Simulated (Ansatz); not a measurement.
Given this structure:

```
Sn O
1.0
     3.31561    0.00000    0.00000
     0.00000    5.70500    0.00000
     0.00000    0.00000    3.89416
Sn O
2 2
Cartesian
  0.0000 1.3338 2.0490
  1.6578 4.3712 0.1019
  0.0000 5.0510 2.8187
  1.6578 0.6540 0.8716
```

### Describe what this structure looks like.

The structure is one of SnO. Space group: Pmn2_1 (No. 31). Lattice: primitive orthorhombic. With Z = 2, the cell contains 2 Sn, 2 O. Sn bonds to three O in a trigonal pyramidal arrangement at 2.13 to 2.14 Å. Around each O lie three Sn at 2.13 to 2.14 Å. The bonds build SnO layers parallel to (010).

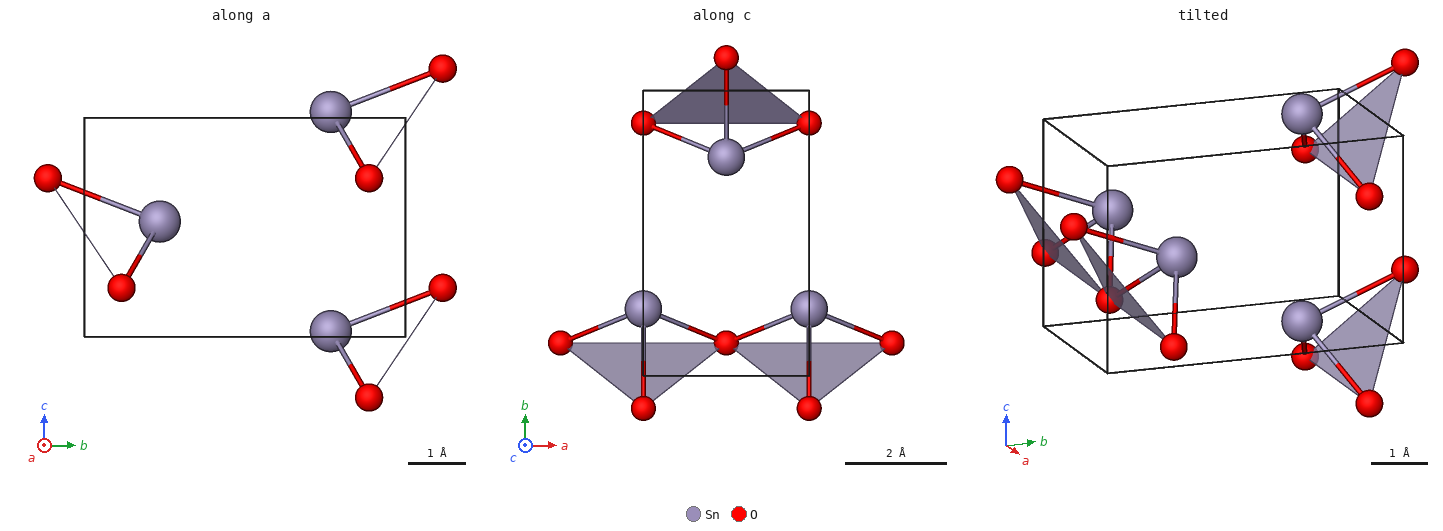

Shown here is a polyhedral view of the crystal, taken along the a axis, along the c axis and slightly off an axis. Atoms at the boundary of the conventional unit cell (the box) are drawn once for each face, edge or corner they touch. Some neighbours outside the box are added.

It derives from a structure listed in the Materials Project. Earlier steps of the study, as a rule a relaxation of our own, may have changed the cell and positions, so they can lie some per cent off the listed ones. It was the input of a calculation with Ansatz.
